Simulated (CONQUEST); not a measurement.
# I: 7 runs along one coordinate

System: I (Cmce, 8 atoms in the cell).
Method: Kohn-Sham DFT of a periodic cell, PBEsol, PseudoDojo NC PBEsol, no spin polarisation (CONQUEST 1.3).

The 7 runs differ only in the geometry, by an even scaling of the cell at fixed fractional positions. The structure derives from an entry of the Crystallography Open Database.

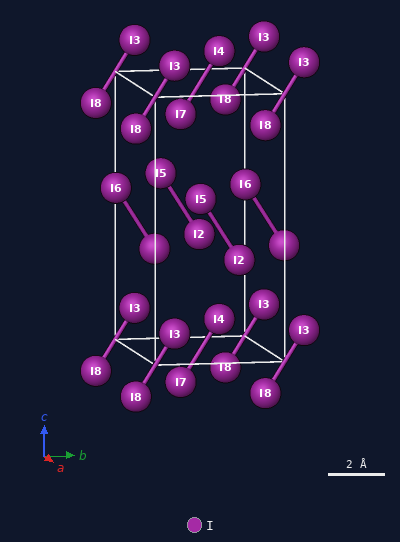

Figure 1. The structure of run 4 (ball-and-stick view of the cell of the calculation, set on other vectors, seen slightly off an axis; atoms are numbered from 1 in the order of the input).

## Input of run 4
```
IO.Title I
IO.Coordinates coords.dat
IO.FractionalAtomicCoords T
IO.Iprint 2
IO.Iprint_init 1
General.NumberOfSpecies 1
General.PseudopotentialType hamann
AtomMove.TypeOfRun static
AtomMove.FullStress T
Grid.PointsAlongX 48
Grid.PointsAlongY 72
Grid.PointsAlongZ 96
DM.SolutionMethod diagon
Diag.MPMesh T
Diag.GammaCentred T
Diag.MPMeshX 6
Diag.MPMeshY 4
Diag.MPMeshZ 3
Diag.kT 0.00183747
minE.SCTolerance 1e-6
SC.MaxIters 100
IO.AtomChargeOutput T
%block ChemicalSpeciesLabel
1 126.900 I
%endblock
```

Command:
```bash
OMP_NUM_THREADS=1 Conquest
```

Lattice vectors (Å) and fractional positions of run 4:
```
   4.790040    0.000000    0.000000
   0.000000    7.270070    0.000000
   0.000000    0.000000    9.793440
I   0.149300  0.500000  0.384400
I   0.649300  0.000000  0.384400
I   0.149300  0.000000  0.115600
I   0.649300  0.500000  0.115600
I   0.350700  0.000000  0.615600
I   0.850700  0.500000  0.615600
I   0.350700  0.500000  0.884400
I   0.850700  0.000000  0.884400
```

Run 6 has the same physical settings and fractional positions; its lattice vectors (Å) are:
```
   4.853074    0.000000    0.000000
   0.000000    7.365740    0.000000
   0.000000    0.000000    9.922316
```

## Results, with one run withheld

| run | volume per atom (Å³) | free energy per atom, from the lowest run given (meV) | pressure (GPa) | gap on the mesh (eV) |
| --- | --- | --- | --- | --- |
| 1 | 40.073 | 25.95 | 2.52 | 1.25 |
| 2 | 40.926 | 14.30 | 1.85 | 1.21 |
| 3 | 41.778 | 6.29 | 1.17 | 1.16 |
| 4 | 42.631 | 1.69 | 0.59 | 1.11 |
| 5 | 43.483 | 0.00 | 0.06 | 1.07 |
| 6 | 44.336 | ? | ? | ? |
| 7 | 45.189 | 4.11 | −0.86 | 0.99 |

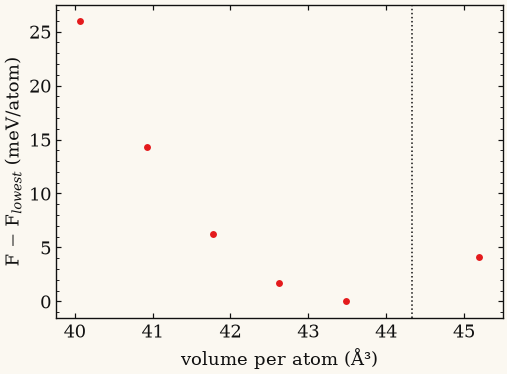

Figure 2. Free energy per atom of the runs given; the dotted line marks run 6.

Fit the runs given and predict run 6.

A cubic polynomial in V^(−2/3) (the Birch–Murnaghan form), fitted to the 6 runs given, misses them by at most 0.03 meV per atom. With x = V^(−2/3) − 0.08238 Å⁻², it reads F = 3.1534 + 3882.5 x + 1.1963e+06 x² + 8.2806e+06 x³ (meV per atom). At run 6 it gives 0.90 meV per atom, and the run itself gives 0.83. The slope of the fit gives a pressure −dF/dV of −0.40 GPa there, and the run prints −0.40 GPa. The fit has its minimum at 43.597 Å³ per atom, where V d²F/dV² gives 24.6 GPa. Cell shape and fractional positions are held, so this is the stiffness under even scaling; the relaxed bulk modulus wasn't computed and can be far lower in a crystal of layers, chains or molecules like this one. The gap on the mesh goes, without turning, from 1.25 eV in run 1 to 0.99 eV in run 7; run 6 has 1.03 eV. These are gaps of this functional on this mesh, which can miss the band edges; they aren't the measured gap.

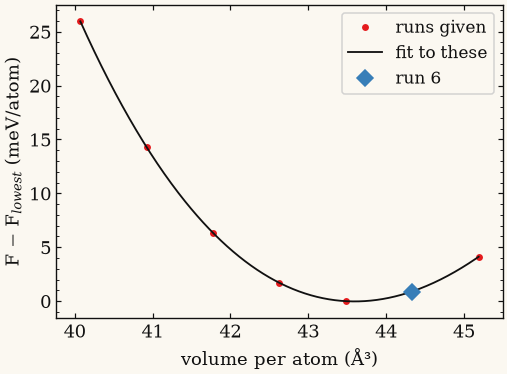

Figure 3. The fit and the withheld run.

## Some lines of the output (run 6)
```
[...]
      Using Fermi-Dirac smearing
          DFT Total Energy                 :      -103.495736492732874 Ha
          Free Energy (E-TS)               :      -103.517348972303722 Ha
          DFT Total Energy                 :      -103.508245841397311 Ha
          Free Energy (E-TS)               :      -103.509910728969601 Ha
          DFT Total Energy                 :      -103.509745834778485 Ha
          Free Energy (E-TS)               :      -103.509830964063511 Ha
          DFT Total Energy                 :      -103.509824514256962 Ha
          DFT Total Energy                 :      -103.509827676219999 Ha
          DFT Total Energy                 :      -103.509827778641267 Ha
          DFT Total Energy                 :      -103.509827780575307 Ha
      |* DFT total energy        =      -103.509827780575307 Ha
    force: Average pressure:     -0.39909726 GPa
```

Notes: With a small basis of atomic orbitals these values can differ much from converged plane-wave results.
